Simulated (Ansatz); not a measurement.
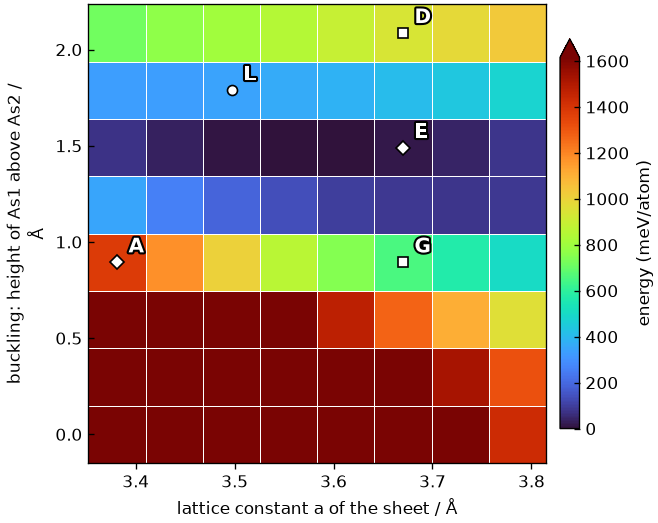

A two-dimensional sheet of As of the honeycomb type (2 atoms in the cell). The lattice constant and the buckling of a sheet are varied, nothing relaxed. Coordinates scanned: (1) lattice constant a of the sheet (both vectors scaled alike); (2) buckling: height of As1 above As2. Grid: 8 × 8 points. Points are written as (first, second). Energies are in meV/atom, from the lowest grid point. The calculation used DFT PBE, scalar-relativistic, plane waves, PAW (Ansatz 0.2.0). Settings: cutoff 420 eV, k-mesh 9×9×1, gaussian smearing 0.02 eV, no spin polarisation.

In the figure: one coloured cell a grid point, one colour for all values above the top of the scale, lettered points.

Question: Is A the lowest point of the computed grid?

Answer: No. A lies 1377 meV/atom above the lowest grid point, which is at (3.555 Å, 1.490 Å).

Question: What kind of point is each of G, L: minimum, saddle, maximum or slope?

Answer: G: on a slope; L: on a slope. (In these two coordinates alone; a stationary point may lie a little off the grid point.)
